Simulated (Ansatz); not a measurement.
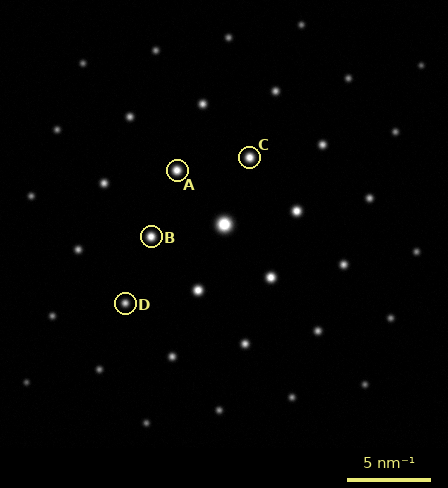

Simulated selected-area electron diffraction pattern (80 kV, kinematic approximation, thin crystal, B = 0.5 Å² for all atoms). The zone axis points towards the electron source and the pattern is seen from the source side.

Mo, space group Fddd (No. 70), a = 2.666 Å, b = 5.451 Å, c = 8.974 Å. Structure: the input geometry of an electronic-structure calculation (not necessarily at equilibrium); the starting structure was generated, so it need not be a known form of this composition.

```cif
data_structure
_symmetry_space_group_name_H-M 'Fddd:1'
_symmetry_Int_Tables_number 70
_cell_length_a 2.6661
_cell_length_b 5.4512
_cell_length_c 8.9741
_cell_angle_alpha 90.000
_cell_angle_beta 90.000
_cell_angle_gamma 90.000
_cell_volume 130.42
loop_
_atom_site_label
_atom_site_type_symbol
_atom_site_symmetry_multiplicity
_atom_site_Wyckoff_symbol
_atom_site_fract_x
_atom_site_fract_y
_atom_site_fract_z
_atom_site_occupancy
Mo1 Mo 8 b 0.75000 0.75000 0.75000 1
```

Spot A is indexed 0 -2 -2 and spot B 0 0 -4.

> What are the indices of the remaining marked spots?

C = A − B = 0 -2 2 (d = 2.329 Å). D = −A + 2B = 0 2 -6 (d = 1.311 Å).

> Give [uvw].

The cross product of A and B is parallel to [100]; every spot obeys hu + kv + lw = 0.
